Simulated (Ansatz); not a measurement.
Ge (slab)

Input file:

```
crystal:
  lattice:
    - [4.0128347835, 0.0, 0.0]
    - [0.0, 9.8293976417, 0.0]
    - [0.0, 0.0, 25.4256505912]
  atoms:
    - { symbol: Ge, position: [0.5, 0.1666666667, 0.2949777027] }
    - { symbol: Ge, position: [0.5, 0.9166666667, 0.2949777027] }
    - { symbol: Ge, position: [0.0, 0.8333333333, 0.3405382132] }
    - { symbol: Ge, position: [0.0, 0.5833333333, 0.3405382132] }
    - { symbol: Ge, position: [0.5, 0.5, 0.3860987237] }
    - { symbol: Ge, position: [0.5, 0.25, 0.3860987237] }
    - { symbol: Ge, position: [0.0, 0.1666666667, 0.4316592342] }
    - { symbol: Ge, position: [0.0, 0.9166666667, 0.4316592342] }
    - { symbol: Ge, position: [0.5, 0.8333333333, 0.4772197447] }
    - { symbol: Ge, position: [0.5, 0.5833333333, 0.4772197447] }
    - { symbol: Ge, position: [0.0, 0.5, 0.5227802553] }
    - { symbol: Ge, position: [0.0, 0.25, 0.5227802553] }
    - { symbol: Ge, position: [0.5, 0.1666666667, 0.5683407658] }
    - { symbol: Ge, position: [0.5, 0.9166666667, 0.5683407658] }
    - { symbol: Ge, position: [0.0, 0.8333333333, 0.6139012763] }
    - { symbol: Ge, position: [0.0, 0.5833333333, 0.6139012763] }
    - { symbol: Ge, position: [0.5, 0.5, 0.6594617868] }
    - { symbol: Ge, position: [0.5, 0.25, 0.6594617868] }
    - { symbol: Ge, position: [0.0, 0.1666666667, 0.7050222973] }
    - { symbol: Ge, position: [0.0, 0.9166666667, 0.7050222973] }
basis:
  ecutwfc: 500
kpoints:
  mp_grid: { grid: [9, 4, 1] }
hamiltonian:
  xc: r2scan
scf:
  occupations: { method: gaussian, width: 0.05 }
output:
  forces: true
  eigenvalues: true
  write_density: true
  write_potential: true
  elf: true
  volumetric_format: npy
relax:
  adjacent_minimum: "off"
  f_tol: 0.02
  max_steps: 60
efield:
  axis: 3
  dipole_correction: true
  ramp_width: 0.04
```

Launched as:

```sh
ansatz run input.yaml --threads 4 --pin off --max-ram 10240MiB --backend cpu --events-out ev --progress --plain --runs-dir out
```

The fields are those of the run's last geometry, not of the input's.

Method: DFT r2SCAN, scalar-relativistic, plane waves, PAW (Ansatz 0.2.0).

### What can the converged valence pseudo-density and electron localisation function tell about the bonding?

Ge–Ge (2.42 Å): ρ is about 0.52 e/Å³ halfway; the ELF peaks at about 0.70 between the atoms.
Ge–Ge (2.46 Å): ρ is about 0.53 e/Å³ halfway; the ELF peaks at about 0.80 between the atoms.
Ge–Ge (2.51 Å): the density is about 0.48 e/Å³ at the midpoint; the ELF peaks at about 0.75 between the atoms.

### Does the calculation make it a metal, or give it a gap?

It is gapless in this calculation (a metal or semimetal).

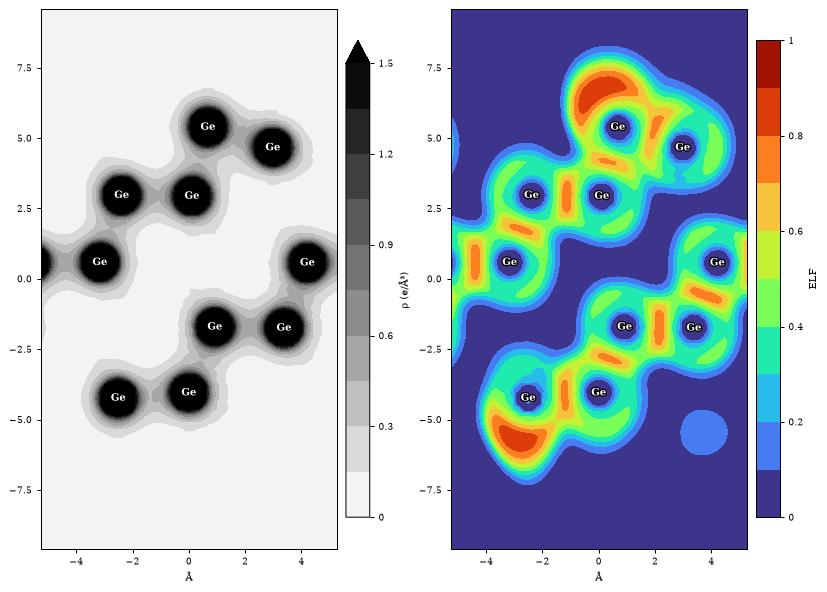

Computed valence pseudo-density and electron localisation function on the (100) plane of the calculation cell, a cut from vacuum to vacuum, in this order. 

The density is the valence pseudo-density of a PAW calculation; it isn't the true density close to the nuclei.
